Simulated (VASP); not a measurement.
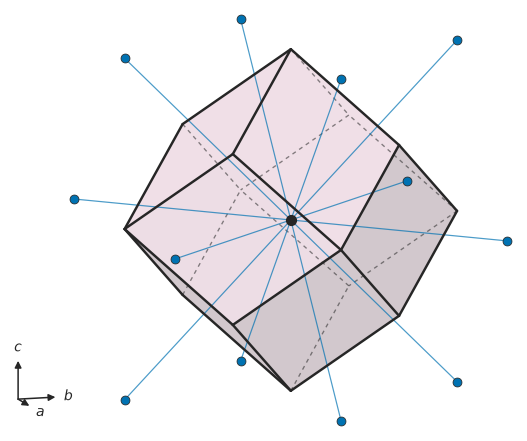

Crystal: GaP, the end point of a relaxation with VASP Kohn-Sham DFT of a periodic cell, PBE, VASP PAW PBE potentials, gw, light (VASP 6.6.1). The Wigner–Seitz cell of the crystal's lattice, with lines to the lattice points that define its faces. All values are computed from the atomic coordinates in the standard setting (tolerance 0.002 Å).

a = 5.500 Å, b = 5.500 Å, c = 5.500 Å, α = 90.00°, β = 90.00°, γ = 90.00°; lattice centring F.

What is the cell's combinatorial type?

A rhombic dodecahedron: 12 faces (12 with 4 edges), 24 edges, 14 vertices. Its volume is that of the primitive cell, 41.6 Å³.

Which lattice vectors do the faces bisect?

```csv
example,length (Å),faces,edges of each,area (Å²)
1/2 a + 1/2 b,3.89,12,4,5.3
```
